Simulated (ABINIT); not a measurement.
Hubbard response calculation, with input and output: CoSi2 (part 2 of 3)

Continued. System: CoSi2 (Fm-3m, 3 atoms in the cell). Method: Kohn-Sham DFT of a periodic cell, LDA, DFT+U, JTH PAW LDA v2.0, spin-polarised (ABINIT 10.8.3); cutoff 598.65 eV, 4×4×4 k-mesh, fermi-dirac of 0.05 eV, collinear spins. The structure derives from an entry of the Crystallography Open Database.

Geometry of the input (Å; fractional positions):
```
0.0000  2.6780  2.6780
2.6780  0.0000  2.6780
2.6780  2.6780  0.0000
Co 0.0000  0.0000  0.0000
Si 0.7500  0.7500  0.7500
Si 0.2500  0.2500  0.2500
```

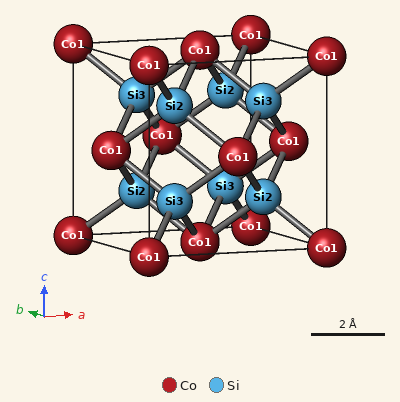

**Figure 1.** The structure as given in the input (ball-and-stick view of the cell 4 times as large as that of the calculation, set on its symmetry axes, seen slightly off an axis; atoms are numbered from 1 in the order of the input). An atom can appear more than once, as a periodic image.

What the program printed, continued:
```
 Mean square residual over all n,k,spin=   83.960E-13; max=  19.114E-10
 reduced coordinates (array xred) for    3 atoms
       0.000000000000      0.000000000000      0.000000000000
       0.750000000000      0.750000000000      0.750000000000
       0.250000000000      0.250000000000      0.250000000000
 rms dE/dt=  7.2877E-08; max dE/dt=  5.2705E-08; dE/dt below (all hartree)
    1      -0.000000131545      0.000000003762     -0.000000152925
    2      -0.000000021989     -0.000000025353     -0.000000008838
    3       0.000000039535      0.000000052705      0.000000039364

 cartesian coordinates (angstrom) at end:
    1      0.00000000000000     0.00000000000000     0.00000000000000
    2      4.01699999723687     4.01699999723687     4.01699999723687
    3      1.33899999907896     1.33899999907896     1.33899999907896

 cartesian forces (hartree/bohr) at end:
    1      0.00000000248868     0.00000001966740    -0.00000000118265
    2      0.00000000195369    -0.00000000826929     0.00000000510554
    3     -0.00000000444237    -0.00000001139811    -0.00000000392289
 frms,max,avg= 8.5485792E-09 1.9667397E-08  -7.480E-10  8.810E-09 -1.301E-09 h/b

 cartesian forces (eV/Angstrom) at end:
    1      0.00000012797323     0.00000101133824    -0.00000006081420
    2      0.00000010046276    -0.00000042522392     0.00000026253717
    3     -0.00000022843600    -0.00000058611431    -0.00000020172297
 frms,max,avg= 4.3958561E-07 1.0113382E-06  -3.847E-08  4.530E-07 -6.692E-08 e/A
 length scales=  1.000000000000  1.000000000000  1.000000000000 bohr
              =  0.529177210544  0.529177210544  0.529177210544 angstroms
 Fermi (or HOMO) energy (hartree) =   0.38379   Average Vxc (hartree)=  -0.43355
 Magnetization (Bohr magneton)=  8.79886741E-09
 Total spin up =  1.25000000E+01   Total spin down =  1.25000000E+01
 Eigenvalues (hartree) for nkpt=  36  k points, SPIN UP:
 kpt#   1, nband= 17, wtk=  0.01563, kpt=  0.0000  0.0000  0.0000 (reduced coord)
  -3.06227   -1.72958   -1.72958   -1.72958   -0.09216    0.23794    0.23794    0.23794
   0.31788    0.31788    0.41188    0.51433    0.51433    0.51433    0.51867    0.51867
   0.51867
      occupation numbers for kpt#   1
   1.00000    1.00000    1.00000    1.00000    1.00000    1.00000    1.00000    1.00000
   1.00000    1.00000    0.00000    0.00000    0.00000    0.00000    0.00000    0.00000
   0.00000
 prteigrs : prtvol=0 or 1, do not print more k-points.

 Eigenvalues (hartree) for nkpt=  36  k points, SPIN DOWN:
 kpt#   1, nband= 17, wtk=  0.01563, kpt=  0.0000  0.0000  0.0000 (reduced coord)
  -3.06227   -1.72958   -1.72958   -1.72958   -0.09216    0.23794    0.23794    0.23794
   0.31788    0.31788    0.41188    0.51433    0.51433    0.51433    0.51867    0.51867
   0.51867
      occupation numbers for kpt#   1
   1.00000    1.00000    1.00000    1.00000    1.00000    1.00000    1.00000    1.00000
   1.00000    1.00000    0.00000    0.00000    0.00000    0.00000    0.00000    0.00000
   0.00000
 prteigrs : prtvol=0 or 1, do not print more k-points.

--- !EnergyTerms
iteration_state     : {dtset: 1, }
comment             : Components of total free energy in Hartree
kinetic             :  1.53199612644785E+01
hartree             :  5.59195865285790E+01
xc                  : -8.10572804636727E+00
Ewald energy        : -8.52028050406413E+01
psp_core            :  2.16423178926145E+00
local_psp           : -1.63325694690514E+02
PAW spherical_terms :  2.85862082764770E+01
internal            : -1.54644239918726E+02
'-kT*entropy'       : -2.14041762077762E-04
total_energy        : -1.54644453960488E+02
total_energy_eV     : -4.20808996751768E+03
...

--- !EnergyTermsDC
iteration_state     : {dtset: 1, }
comment             : '"Double-counting" decomposition of free energy'
band_energy         : -1.24071265039452E+01
Ewald energy        : -8.52028050406413E+01
psp_core            :  2.16423178926145E+00
xc_dc               : -5.62002077702080E+01
PAW spherical_terms : -3.02427101299660E+00
internal            : -1.54670178538530E+02
'-kT*entropy'       : -2.14041762077762E-04
total_energy_dc     : -1.54670392580292E+02
total_energy_dc_eV  : -4.20879579331983E+03
...

--- !EnergyTermsWithPAWCore
iteration_state     : {dtset: 1, }
comment             : 'Components of total free energy, including PAW core contributions'
Total energy        : -1.96926990565425E+03
Total energy DC     : -1.96929584427405E+03
Total energy (eV)   : -5.35865640253442E+04
Total energy DC (eV): -5.35872698511464E+04
...

 Cartesian components of stress tensor (hartree/bohr^3)
  sigma(1 1)=  3.15607236E-04  sigma(3 2)=  1.22171069E-10
  sigma(2 2)=  3.15607718E-04  sigma(3 1)= -2.96871975E-11
  sigma(3 3)=  3.15607547E-04  sigma(2 1)=  2.72280669E-11

-Cartesian components of stress tensor (GPa)         [Pressure= -9.2855E+00 GPa]
- sigma(1 1)=  9.28548547E+00  sigma(3 2)=  3.59439695E-06
- sigma(2 2)=  9.28549963E+00  sigma(3 1)= -8.73427504E-07
- sigma(3 3)=  9.28549462E+00  sigma(2 1)=  8.01077385E-07

================================================================================
== DATASET  2 ==================================================================

--- !DatasetInfo
iteration_state: {dtset: 2, }
dimensions: {natom: 3, nkpt: 36, mband: 17, nsppol: 2, nspinor: 1, nspden: 2, mpw: 1287, }
cutoff_energies: {ecut:  22.0, pawecutdg:  44.0, }
electrons: {nelect:   2.50000000E+01, charge:   0.00000000E+00, occopt:   3.00000000E+00, tsmear:   1.83746611E-03, }
meta: {optdriver: 0, ionmov: 0, optcell: 0, iscf: 17, paral_kgb: 0, }
...

 Exchange-correlation functional for the present dataset will be:
  LDA: Perdew-Wang 92 LSD fit to Ceperley-Alder data - ixc=7
  J.P.Perdew and Y.Wang, PRB 45, 13244 (1992)

 Real(R)+Recip(G) space primitive vectors, cartesian coordinates (Bohr,Bohr^-1):
 R(1)=  0.0000000  5.0606866  5.0606866  G(1)= -0.0988008  0.0988008  0.0988008
 R(2)=  5.0606866  0.0000000  5.0606866  G(2)=  0.0988008 -0.0988008  0.0988008
 R(3)=  5.0606866  5.0606866  0.0000000  G(3)=  0.0988008  0.0988008 -0.0988008
 Unit cell volume ucvol=  2.5921392E+02 bohr^3
 Angles (23,13,12)=  6.00000000E+01  6.00000000E+01  6.00000000E+01 degrees

 Coarse grid specifications (used for wave-functions):

 getcut: wavevector=  0.0000  0.0000  0.0000  ngfft=  32  32  32
         ecut(hartree)=     22.000   => boxcut(ratio)=   2.11763

 Fine grid specifications (used for densities):

 getcut: wavevector=  0.0000  0.0000  0.0000  ngfft=  45  45  45
         ecut(hartree)=     44.000   => boxcut(ratio)=   2.05891
--------------------------------------------------------------------------------

-inwffil : will read wavefunctions from disk file runi_DS2_WFK

 ******************************************
 DFT+U Method used: FLL
 ******************************************

================================================================================

--- !BeginCycle
iteration_state: {dtset: 2, }
solver: {iscf: 17, nstep: 120, nline: 4, wfoptalg: 10, }
tolerances: {tolvrs: 1.00E-09, }
...

     iter   Etot(hartree)      deltaE(h)  residm     nres2   difmagsph maxmagsph
 ETOT  1  -154.61864759455    -1.546E+02 4.392E-07 9.595E-02 8.754E-08 8.754E-08
 ETOT  2  -154.61883406956    -1.865E-04 6.834E-06 3.963E-01 2.358E-07 1.483E-07
 ETOT  3  -154.61856869090     2.654E-04 1.333E-04 5.642E-04 1.020E-06 1.168E-06
 ETOT  4  -154.61858317500    -1.448E-05 7.575E-06 4.485E-04 1.023E-06 1.452E-07
 ETOT  5  -154.61858253491     6.401E-07 3.391E-07 4.799E-05 3.186E-07 1.735E-07
 ETOT  6  -154.61858249863     3.628E-08 5.866E-08 2.618E-05 9.844E-08 1.128E-07
 ETOT  7  -154.61858246964     2.899E-08 1.152E-08 3.194E-06 2.205E-08 1.220E-07
 ETOT  8  -154.61858246892     7.230E-10 8.376E-09 9.841E-07 4.670E-08 7.525E-08
 ETOT  9  -154.61858246832     6.039E-10 4.248E-09 9.811E-08 8.136E-09 6.711E-08
 ETOT 10  -154.61858246837    -5.082E-11 2.303E-09 2.684E-09 2.359E-08 4.352E-08
 ETOT 11  -154.61858246844    -7.552E-11 8.474E-10 2.588E-09 2.007E-08 2.345E-08
 ETOT 12  -154.61858246846    -1.955E-11 3.480E-10 7.569E-10 6.456E-09 2.226E-08

 At SCF step   12       nres2   =  7.57E-10 < tolvrs=  1.00E-09 =>converged.

 Cartesian components of stress tensor (hartree/bohr^3)
  sigma(1 1)=  3.01511116E-04  sigma(3 2)= -6.86580630E-11
  sigma(2 2)=  3.01511166E-04  sigma(3 1)=  1.80430378E-11
  sigma(3 3)=  3.01511180E-04  sigma(2 1)= -6.49258102E-11

--- !ResultsGS
iteration_state: {dtset: 2, }
comment   : Summary of ground state results
lattice_vectors:
- [  0.0000000,   5.0606866,   5.0606866, ]
- [  5.0606866,   0.0000000,   5.0606866, ]
- [  5.0606866,   5.0606866,   0.0000000, ]
lattice_lengths: [   7.15689,    7.15689,    7.15689, ]
lattice_angles: [ 60.000,  60.000,  60.000, ] # degrees, (23, 13, 12)
lattice_volume:   2.5921392E+02
convergence: {deltae: -1.955E-11, res2:  7.569E-10, residm:  3.480E-10, diffor: null, }
etotal    :  -1.54618582E+02
entropy   :   0.00000000E+00
fermie    :   3.84265088E-01
cartesian_stress_tensor: # hartree/bohr^3
- [  3.01511116E-04,  -6.49258102E-11,   1.80430378E-11, ]
- [ -6.49258102E-11,   3.01511166E-04,  -6.86580630E-11, ]
- [  1.80430378E-11,  -6.86580630E-11,   3.01511180E-04, ]
pressure_GPa:  -8.8708E+00
xred      :
- [  0.0000E+00,   0.0000E+00,   0.0000E+00, Co]
- [  7.5000E-01,   7.5000E-01,   7.5000E-01, Si]
- [  2.5000E-01,   2.5000E-01,   2.5000E-01, Si]
cartesian_forces: # hartree/bohr
- [  1.44712585E-08,   3.50850992E-08,   4.33416883E-09, ]
- [ -1.06238022E-08,  -1.75919418E-08,  -2.89776877E-09, ]
- [ -3.84745631E-09,  -1.74931573E-08,  -1.43640006E-09, ]
force_length_stats: {min:   1.79687707E-08, max:   3.81990383E-08, mean:   2.56406844E-08, }
...

 Integrated electronic and magnetization densities in atomic spheres:
 ------------------------------------------------------------------------------------------------------------
 Radius=ratsph(iatom), smearing ratsm=  0.0000. Diff(up-dn)=approximate z local magnetic moment.
    Atom    Radius    up_density   dn_density  Total(up+dn)  Diff(up-dn)
    1 Co   2.10903     7.957494     7.957494     15.914988     0.000000
    2 Si   1.90945     0.766482     0.766482      1.532965    -0.000000
    3 Si   1.90945     0.766482     0.766482      1.532965     0.000000
 ------------------------------------------------------------------------------------------------------------
  Sum:                 9.490459     9.490459     18.980918     0.000000
 Total magnetization (from the atomic spheres):                0.000000
 Total magnetization (exact up - dn):                          0.000000

 ---------- DFT+U DATA ---------------------------------------------------

 ====== For Atom     1, occupations for correlated orbitals. lpawu =   2

 Atom   1. Occ. for lpawu and for spin  1 =   3.51843
 Atom   1. Occ. for lpawu and for spin  2 =   3.51843
 => On atom   1,  local Mag. for lpawu is       -0.000000

 == Occupation matrix for correlated orbitals:

 Occupation matrix for spin  1
     0.67603    0.00000   -0.00000   -0.00000   -0.00000
     0.00000    0.67603   -0.00000    0.00000    0.00000
    -0.00000   -0.00000    0.74517    0.00000   -0.00000
    -0.00000    0.00000    0.00000    0.67603    0.00000
    -0.00000    0.00000   -0.00000    0.00000    0.74517

 Occupation matrix for spin  2
     0.67603    0.00000   -0.00000   -0.00000    0.00000
     0.00000    0.67603    0.00000    0.00000   -0.00000
    -0.00000    0.00000    0.74517    0.00000   -0.00000
    -0.00000    0.00000    0.00000    0.67603    0.00000
     0.00000   -0.00000   -0.00000    0.00000    0.74517

 ---------- calculate U, (J) start ----------

 All pawujat  ok and equal to   1
 macro_uj=1 and nspden=2: standard determination of Hubbard U-parameter

*********************************************************************
************************  Linear Response U  ************************

 Info printed for perturbed atom:    1

  Perturbations           Occupations
 --------------- -----------------------------
    alpha [eV]     Unscreened      Screened
 --------------- -----------------------------
   0.0000000000   7.0491233811   7.0491233811
   0.1000000000   7.0276195400   7.0368569234

                    Scalar response functions:
                    Chi0 [eV^-1]:     -0.47786
                    Chi [eV^-1]:      -0.12266

 The scalar U from the two-point regression scheme is   6.05966 eV.
*********************************************************************
*********************************************************************
Note: For more reliable linear regressions of the response
matrices, it is advised that you have more than two points.
See the LRUJ protocol for more information.

 URES      ii    nat       r_max    U(J)[eV]   U_ASA[eV]   U_inf[eV]
 URES       1      1     0.00000     1.51492     1.25594     1.13771
 URES       2      8    10.12140     5.31156     4.40355     3.98901
 URES       3     27    12.39610     5.83552     4.83794     4.38251
 URES       4     64    20.24270     5.96500     4.94529     4.47975
 URES       5    125    21.47070     6.01119     4.98358     4.51444
 URES       6    216    30.36410     6.03161     5.00051     4.52977

 ---------- calculate U, (J) end --------------

================================================================================

 ----iterations are completed or convergence reached----

 Mean square residual over all n,k,spin=   33.958E-13; max=  34.802E-11
 reduced coordinates (array xred) for    3 atoms
       0.000000000000      0.000000000000      0.000000000000
       0.750000000000      0.750000000000      0.750000000000
       0.250000000000      0.250000000000      0.250000000000
 rms dE/dt=  1.6640E-07; max dE/dt=  2.2759E-08; dE/dt below (all hartree)
    1      -0.000000296875     -0.000000140837     -0.000000373757
    2       0.000000006305      0.000000022759      0.000000019823
    3      -0.000000001590     -0.000000018929     -0.000000014970

 cartesian coordinates (angstrom) at end:
    1      0.00000000000000     0.00000000000000     0.00000000000000
    2      4.01699999723687     4.01699999723687     4.01699999723687
    3      1.33899999907896     1.33899999907896     1.33899999907896

 cartesian forces (hartree/bohr) at end:
    1      0.00000001447126     0.00000003508510     0.00000000433417
    2     -0.00000001062380    -0.00000001759194    -0.00000000289777
    3     -0.00000000384746    -0.00000001749316    -0.00000000143640
 frms,max,avg= 1.5680072E-08 3.5085099E-08   7.040E-09  1.726E-08  1.985E-09 h/b

 cartesian forces (eV/Angstrom) at end:
    1      0.00000074414203     0.00000180414834     0.00000022287192
    2     -0.00000054629788    -0.00000090461402    -0.00000014900926
    3     -0.00000019784416    -0.00000089953432    -0.00000007386266
 frms,max,avg= 8.0630172E-07 1.8041483E-06   3.620E-07  8.875E-07  1.021E-07 e/A
 length scales=  1.000000000000  1.000000000000  1.000000000000 bohr
              =  0.529177210544  0.529177210544  0.529177210544 angstroms
 Fermi (or HOMO) energy (hartree) =   0.38427   Average Vxc (hartree)=  -0.43366
 Magnetization (Bohr magneton)=  2.31985275E-09
 Total spin up =  1.25000000E+01   Total spin down =  1.25000000E+01
 Eigenvalues (hartree) for nkpt=  36  k points, SPIN UP:
 kpt#   1, nband= 17, wtk=  0.01563, kpt=  0.0000  0.0000  0.0000 (reduced coord)
  -3.06839   -1.73550   -1.73550   -1.73550   -0.09203    0.23925    0.23925    0.23925
   0.31959    0.31959    0.41243    0.51519    0.51519    0.51519    0.51821    0.51821
   0.51821
      occupation numbers for kpt#   1
   1.00000    1.00000    1.00000    1.00000    1.00000    1.00000    1.00000    1.00000
   1.00000    1.00000    0.00000    0.00000    0.00000    0.00000    0.00000    0.00000
   0.00000
 prteigrs : prtvol=0 or 1, do not print more k-points.

 Eigenvalues (hartree) for nkpt=  36  k points, SPIN DOWN:
 kpt#   1, nband= 17, wtk=  0.01563, kpt=  0.0000  0.0000  0.0000 (reduced coord)
  -3.06839   -1.73550   -1.73550   -1.73550   -0.09203    0.23925    0.23925    0.23925
   0.31959    0.31959    0.41243    0.51519    0.51519    0.51519    0.51821    0.51821
   0.51821
      occupation numbers for kpt#   1
   1.00000    1.00000    1.00000    1.00000    1.00000    1.00000    1.00000    1.00000
   1.00000    1.00000    0.00000    0.00000    0.00000    0.00000    0.00000    0.00000
   0.00000
 prteigrs : prtvol=0 or 1, do not print more k-points.

--- !EnergyTerms
iteration_state     : {dtset: 2, }
comment             : Components of total free energy in Hartree
kinetic             :  1.52955775578564E+01
hartree             :  5.58279117204580E+01
xc                  : -8.10568348897593E+00
Ewald energy        : -8.52028050406413E+01
psp_core            :  2.16423178926145E+00
local_psp           : -1.63200414262822E+02
PAW spherical_terms :  2.85769649167496E+01
internal            : -1.54644216808114E+02
'-kT*entropy'       : -2.18288109573289E-04
total_energy        : -1.54644435096224E+02
total_energy_eV     : -4.20808945419488E+03
...

--- !EnergyTermsDC
iteration_state     : {dtset: 2, }
comment             : '"Double-counting" decomposition of free energy'
band_energy         : -1.24388205205394E+01
Ewald energy        : -8.52028050406413E+01
psp_core            :  2.16423178926145E+00
xc_dc               : -5.61086616569756E+01
PAW spherical_terms : -3.03230875145681E+00
internal            : -1.54618364180352E+02
'-kT*entropy'       : -2.18288109573289E-04
total_energy_dc     : -1.54618582468461E+02
total_energy_dc_eV  : -4.20738596835536E+03
...

--- !EnergyTermsWithPAWCore
iteration_state     : {dtset: 2, }
comment             : 'Components of total free energy, including PAW core contributions'
Total energy        : -1.96926988678998E+03
Total energy DC     : -1.96924403416222E+03
Total energy (eV)   : -5.35865635120214E+04
Total energy DC (eV): -5.35858600261819E+04
...

 Cartesian components of stress tensor (hartree/bohr^3)
  sigma(1 1)=  3.01511116E-04  sigma(3 2)= -6.86580630E-11
  sigma(2 2)=  3.01511166E-04  sigma(3 1)=  1.80430378E-11
  sigma(3 3)=  3.01511180E-04  sigma(2 1)= -6.49258102E-11

-Cartesian components of stress tensor (GPa)         [Pressure= -8.8708E+00 GPa]
- sigma(1 1)=  8.87076329E+00  sigma(3 2)= -2.01998995E-06
- sigma(2 2)=  8.87076476E+00  sigma(3 1)=  5.30844499E-07
- sigma(3 3)=  8.87076519E+00  sigma(2 1)= -1.91018329E-06

== END DATASET(S) ==============================================================
================================================================================

 -outvars: echo values of variables after computation  --------
            acell      1.0000000000E+00  1.0000000000E+00  1.0000000000E+00 Bohr
           etotal1    -1.5467039258E+02
           etotal2    -1.5461858247E+02
            fcart1     2.4886831591E-09  1.9667397433E-08 -1.1826478496E-09
                       1.9536896967E-09 -8.2692887571E-09  5.1055350317E-09
                      -4.4423728558E-09 -1.1398108676E-08 -3.9228871820E-09
            fcart2     1.4471258532E-08  3.5085099167E-08  4.3341688298E-09
                      -1.0623802222E-08 -1.7591941833E-08 -2.8977687709E-09
                      -3.8474563097E-09 -1.7493157334E-08 -1.4364000589E-09
            rprim      0.0000000000E+00  5.0606865617E+00  5.0606865617E+00
                       5.0606865617E+00  0.0000000000E+00  5.0606865617E+00
                       5.0606865617E+00  5.0606865617E+00  0.0000000000E+00
           strten1     3.1560723635E-04  3.1560771756E-04  3.1560754722E-04
                       1.2217106927E-10 -2.9687197457E-11  2.7228066888E-11
           strten2     3.0151111588E-04  3.0151116592E-04  3.0151118046E-04
                      -6.8658063036E-11  1.8043037783E-11 -6.4925810213E-11
           xangst      0.0000000000E+00  0.0000000000E+00  0.0000000000E+00
                       4.0169999972E+00  4.0169999972E+00  4.0169999972E+00
                       1.3389999991E+00  1.3389999991E+00  1.3389999991E+00
             xred      0.0000000000E+00  0.0000000000E+00  0.0000000000E+00
                       7.5000000000E-01  7.5000000000E-01  7.5000000000E-01
                       2.5000000000E-01  2.5000000000E-01  2.5000000000E-01
 Calculation completed.
```

File lruj.log:
```
.Version 10.8.3 of LRUJ
--------------------------------------------------------|---------------------------------------
 Linear:        -0.4758942    -0.1226655     6.0509429  |    0.0001137    0.0000001    0.0005019
*************************************************************************************************
*************************************************************************************************
```

Key numbers:

```csv
quantity,value
outcome,converged
space group (tolerance 0.01 Å),Fm-3m (225)
electrons treated,25
free energy,−4208.0903 eV
Fermi energy,10.450 eV
gap on the k-point mesh,none (metallic)
net moment of the cell,0.00 μB
pressure,−9.08 GPa
largest force (length of the vector),under 0.001 eV/Å
wall time,4.2 min
peak memory,0.13 GiB
```
